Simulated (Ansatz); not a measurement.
# Two runs on KI

System: KI (Pm-3m, 2 atoms in the cell).
Method of run A: DFT, PBEsol, plane waves, PAW, no spin polarisation (Ansatz 0.2.0).

The structure was built on a prototype by a generator. The geometry comes from this level: PBE. Text and figures count atoms from 1; the logs count them from 0 in places.

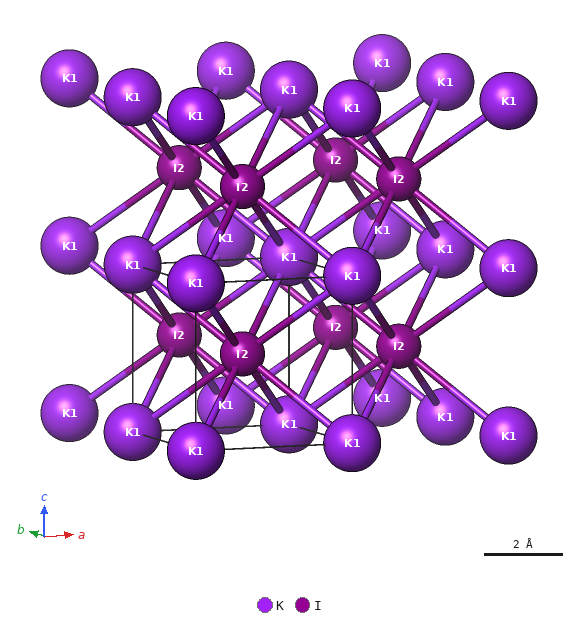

Fig. 1: The structure as given in the input (ball-and-stick view of the cell of the calculation, repeated 2 × 2 × 2, seen slightly off an axis; atoms are numbered from 1 in the order of the input).

Input file, run A:
```yaml
crystal:
  lattice:
    - [4.3417014682, 0.0, 0.0]
    - [0.0, 4.3417014682, 0.0]
    - [0.0, 0.0, 4.3417014682]
  atoms:
    - { symbol: K, position: [0.0, 0.0, 0.0] }
    - { symbol: I, position: [0.5, 0.5, 0.5] }
kpoints:
  mp_grid: { grid: [6, 6, 6] }
hamiltonian:
  xc: pbesol
scf:
  occupations: { method: fermi_dirac, width: 0.02 }
relax:
  f_tol: 0.005
  cell: {}
```

Launched with:
```bash
ansatz run input.yaml --threads 2 --pin off --max-ram 2211MiB --backend cpu --events-out ev --progress --plain --runs-dir out
```

Hardware: 2 threads of an x86-64 CPU, shared host.

Output, shortened to warnings, some set-up lines, iterations and results (run A):
```
Basis set: ecut = 420 eV, 1575 PW (Γ), exchange–correlation on 60×60×60 points (8 copies of the dense FFT grid, shifted against one another)
Symmetry: 48 space group operations
k-points: 20 of 216
Initial density: superposition of atomic densities (neutral atoms: chi_scale 0, normalization atom), corrected by the library's trained network
[...]
SCF iter   1: F=—  HF=-8951.147811 eV  |F-HF|=—  |Δ(HF+E_count)|=         —  Δρ=1.96e-3  dr2=3.23e-3  ethr=1.77e-3  ⟨swp⟩=8.2  Hψ=2046  notcnv=0
SCF iter   2: F=—  HF=-8951.146345 eV  |F-HF|=—  |Δ(HF+E_count)|=   1.47e-3  Δρ=1.04e-3  dr2=9.86e-4  ethr=1.24e-5  ⟨swp⟩=2.5  Hψ=799  notcnv=0
SCF iter   3: F=—  HF=-8951.146525 eV  |F-HF|=—  |Δ(HF+E_count)|=   1.81e-4  Δρ=3.20e-4  dr2=1.08e-4  ethr=3.79e-6  ⟨swp⟩=2.0  Hψ=680  notcnv=0
SCF iter   4: F=—  HF=-8951.146462 eV  |F-HF|=—  |Δ(HF+E_count)|=   6.33e-5  Δρ=1.12e-4  dr2=1.03e-5  ethr=4.15e-7  ⟨swp⟩=2.0  Hψ=600  notcnv=0
SCF iter   5: F=—  HF=-8951.146474 eV  |F-HF|=—  |Δ(HF+E_count)|=   1.16e-5  Δρ=2.25e-5  dr2=7.83e-7  ethr=3.95e-8  ⟨swp⟩=2.0  Hψ=600  notcnv=0
[... 26 lines ...]
SCF iter   3: F=—  HF=-8951.166931 eV  |F-HF|=—  |Δ(HF+E_count)|=   6.90e-8  Δρ=3.66e-6  dr2=1.86e-9  ethr=2.12e-10  ⟨swp⟩=2.0  Hψ=600  notcnv=0
SCF iter   4: F=—  HF=-8951.166931 eV  |F-HF|=—  |Δ(HF+E_count)|=   3.45e-9  Δρ=4.65e-7  dr2=9.21e-11  ethr=7.15e-12  ⟨swp⟩=2.0  Hψ=420  notcnv=0
SCF iter   5: F=-8951.166931 eV  HF=-8951.166931 eV  |F-HF|=0.00e0  |Δ(HF+E_count)|=  2.18e-11  Δρ=5.68e-8  dr2=1.42e-12  ethr=1.00e-12  ⟨swp⟩=6.0  Hψ=1433  notcnv=0
SCF 5 converged in 5 iterations: F = -8951.166931 eV  dr2 = 1.42e-12
relax step   5: F+E_penalty+E_count = -8951.16693060 eV  Δ(F+E_penalty+E_count) = +4.500e-4 eV  max|allowed force component| = 4.195e-30 eV/Å  Δτ_max = 0.0000 Å  P = -0.016 …
basis re-selected at this cell: Δ(F+E_penalty+E_count) = +4.500e-4 eV, ΔP = +0.001 GPa vs the last step (what re-selecting the basis moved, of the pressure what is left beyond the Pulay correction that the steps carried, after the strain that the cell walked since its last selection, with what the …
SCF converged after 5 iterations
Free energy (F): -8951.166931 eV
Harris-Foulkes:  -8951.166931 eV  (|F-HF|=0.00e0)
Internal energy: -8951.166931 eV  (E = F + TS)
E sigma→0 (E₀):  -8951.166931 eV
Fermi energy:    5.855600 eV
--- Per-component energies (eV) ---
  E_band       = -487.510999
  E_kinetic    = 443.220531
  E_local      = -2594.917944  (includes V_loc(G=0)·N_el)
  E_nonlocal   = -74.765874
  E_hartree    = 1239.480366
  E_xc         = -260.844107
  E_vxc        = -292.385251  (∫ρ·V_xc dr)
  E_paw        = -5499.040338  (= ΣΔE_a)
  E_vpaw       = -447.623202  (= ΣTr[D̂ρ^β])
  E_aug_tail   = 0.000019  (compensation charges beyond the density's cutoff)
  E_ewald      = -2204.819609
  E_core_change = 0.520027  (= ΣΔE_core)
  E_smearing   = -0.000000  (= −TS)
  E_closure    = 0.000000  (closes the sum)
  Σ components = -8951.166931   (vs F -8951.166931, Δ=0.00e0)
--- Forces (eV/Å), atoms counted from 1 ---
  atom   1  K      0.00000000     0.00000000    -0.00000000
  atom   2  I      0.00000000     0.00000000     0.00000000
  max |Σ_I F_I| component: 8.44e-30 eV/Å
--- Stress (GPa, compression-positive) ---
       -0.015981       0.000000      -0.000000
        0.000000      -0.015981      -0.000000
       -0.000000      -0.000000      -0.015981
  P = ⅓ Tr σ = -0.0160 GPa (-0.160 kbar)
--- Relaxed structure (4 steps of the walk, 4 accepted, 1 SCFs on fresh bases) ---
  F+E_penalty+E_count = -8951.16693060 eV   max|allowed force component| = 4.195e-30 eV/Å   (the final SCF, on the basis selected at the relaxed cell)
  cell:  # Å, volume = 75.6570 Å³
    - [4.229441804626805, 7.864213939581212e-34, 1.2839532962581572e-34]
    - [4.012354050806741e-34, 4.229441804626805, 6.419766481290786e-35]
    - [1.2839532962581572e-34, 6.419766481290786e-35, 4.229441804626805]
  atoms:
    - { symbol: K, position: [1.2103248645044793e-46, -6.931074278019643e-37, 2.7724297122904257e-36] }
    - { symbol: I, position: [0.5, 0.5, 0.5] }
```

The input of run B differs as follows (lines with − go, lines with + come):
```diff
-  xc: pbesol
+  xc: lda
```

What does this change do to the results?

The total energies belong to different methods, so their difference says nothing on which is more stable or more accurate. The volume per atom goes from 37.83 to 35.03 Å³. The functional changes from PBEsol to LDA. The SCF takes 32 iterations over all geometry steps against 26.

Output, shortened to warnings, some set-up lines, iterations and results (run B):
```
Basis set: ecut = 420 eV, 1575 PW (Γ)
Symmetry: 48 space group operations
k-points: 20 of 216
Initial density: superposition of atomic densities (neutral atoms: chi_scale 0, normalization atom), corrected by the library's trained network
[...]
SCF iter   1: F=—  HF=-8854.946779 eV  |F-HF|=—  |Δ(HF+E_count)|=         —  Δρ=4.50e-3  dr2=8.82e-3  ethr=1.77e-3  ⟨swp⟩=8.2  Hψ=2033  notcnv=0
SCF iter   2: F=—  HF=-8854.944034 eV  |F-HF|=—  |Δ(HF+E_count)|=   2.75e-3  Δρ=2.44e-3  dr2=2.76e-3  ethr=3.39e-5  ⟨swp⟩=2.1  Hψ=743  notcnv=0
SCF iter   3: F=—  HF=-8854.943722 eV  |F-HF|=—  |Δ(HF+E_count)|=   3.13e-4  Δρ=3.57e-4  dr2=1.16e-4  ethr=1.06e-5  ⟨swp⟩=3.0  Hψ=659  notcnv=0
SCF iter   4: F=—  HF=-8854.943654 eV  |F-HF|=—  |Δ(HF+E_count)|=   6.75e-5  Δρ=8.71e-5  dr2=7.44e-6  ethr=4.46e-7  ⟨swp⟩=2.0  Hψ=600  notcnv=0
SCF iter   5: F=—  HF=-8854.943660 eV  |F-HF|=—  |Δ(HF+E_count)|=   6.19e-6  Δρ=2.17e-5  dr2=5.72e-7  ethr=2.86e-8  ⟨swp⟩=2.0  Hψ=552  notcnv=0
[... 34 lines ...]
SCF iter   4: F=—  HF=-8855.031135 eV  |F-HF|=—  |Δ(HF+E_count)|=   6.17e-9  Δρ=9.33e-7  dr2=6.39e-10  ethr=4.14e-11  ⟨swp⟩=2.1  Hψ=439  notcnv=0
SCF iter   5: F=—  HF=-8855.031135 eV  |F-HF|=—  |Δ(HF+E_count)|=  1.02e-10  Δρ=2.57e-7  dr2=6.12e-11  ethr=2.46e-12  ⟨swp⟩=2.0  Hψ=447  notcnv=0
SCF iter   6: F=-8855.031135 eV  HF=-8855.031135 eV  |F-HF|=0.00e0  |Δ(HF+E_count)|=  2.55e-11  Δρ=4.50e-8  dr2=1.55e-12  ethr=1.00e-12  ⟨swp⟩=6.2  Hψ=1351  notcnv=0
SCF 6 converged in 6 iterations: F = -8855.031135 eV  dr2 = 1.55e-12
relax step   6: F+E_penalty+E_count = -8855.03113498 eV  Δ(F+E_penalty+E_count) = +1.177e-3 eV  max|allowed force component| = 8.152e-30 eV/Å  Δτ_max = 0.0000 Å  P = -0.021 …
basis re-selected at this cell: Δ(F+E_penalty+E_count) = +1.177e-3 eV, ΔP = -0.007 GPa vs the last step (what re-selecting the basis moved, of the pressure what is left beyond the Pulay correction that the steps carried, after the strain that the cell walked since its last selection, with what the …
SCF converged after 6 iterations
Free energy (F): -8855.031135 eV
Harris-Foulkes:  -8855.031135 eV  (|F-HF|=0.00e0)
Internal energy: -8855.031135 eV  (E = F + TS)
E sigma→0 (E₀):  -8855.031135 eV
Fermi energy:    6.508618 eV
--- Per-component energies (eV) ---
  E_band       = -472.982683
  E_kinetic    = 444.485955
  E_local      = -2505.660612  (includes V_loc(G=0)·N_el)
  E_nonlocal   = -69.788489
  E_hartree    = 1201.243845
  E_xc         = -261.026362
  E_vxc        = -293.188887  (∫ρ·V_xc dr)
  E_paw        = -5403.263317  (= ΣΔE_a)
  E_vpaw       = -451.318413  (= ΣTr[D̂ρ^β])
  E_aug_tail   = 0.000026  (compensation charges beyond the density's cutoff)
  E_ewald      = -2262.060896
  E_core_change = 1.038715  (= ΣΔE_core)
  E_smearing   = -0.000000  (= −TS)
  E_closure    = -0.000000  (closes the sum)
  Σ components = -8855.031135   (vs F -8855.031135, Δ=0.00e0)
--- Forces (eV/Å), atoms counted from 1 ---
  atom   1  K      0.00000000    -0.00000000     0.00000000
  atom   2  I      0.00000000    -0.00000000     0.00000000
  max |Σ_I F_I| component: 1.74e-29 eV/Å
--- Stress (GPa, compression-positive) ---
       -0.021138      -0.000000       0.000000
       -0.000000      -0.021138      -0.000000
        0.000000      -0.000000      -0.021138
  P = ⅓ Tr σ = -0.0211 GPa (-0.211 kbar)
--- Relaxed structure (5 steps of the walk, 5 accepted, 1 SCFs on fresh bases) ---
  F+E_penalty+E_count = -8855.03113498 eV   max|allowed force component| = 8.152e-30 eV/Å   (the final SCF, on the basis selected at the relaxed cell)
  cell:  # Å, volume = 70.0576 Å³
    - [4.122416087313649, 5.777789833161707e-34, -6.098778157226248e-34]
    - [5.777789833161707e-34, 4.122416087313649, 7.0617431294198645e-34]
    - [-2.2469182684517744e-34, 6.419766481290784e-35, 4.122416087313649]
  atoms:
    - { symbol: K, position: [5.547322295645529e-47, -1.3862148561754706e-36, 5.544859424782571e-36] }
    - { symbol: I, position: [0.49999999999999994, 0.49999999999999994, 0.49999999999999994] }
```

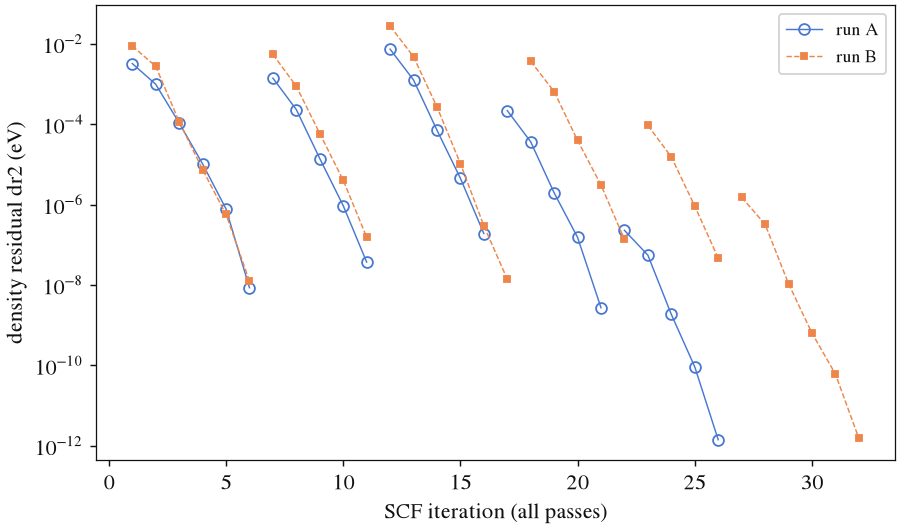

Fig. 2: Convergence of the two runs: density residual dr2 against the SCF iteration. A break in a curve parts two SCF passes. Run A takes 26 iterations in all, and run B takes 32.

The two runs side by side:

| quantity | run A | run B |
| --- | --- | --- |
| outcome | converged | converged |
| free energy per atom (eV) | −4475.5835 | −4427.5156 |
| pressure (GPa) | −0.02 | −0.02 |
| volume per atom (Å³) | 37.83 | 35.03 |
| largest force (eV/Å) | 0.000 | 0.000 |
| SCF iterations | 26 | 32 |
| irreducible k-points | 20 | 20 |
| wall time (shared host) | 17 s | 18 s |
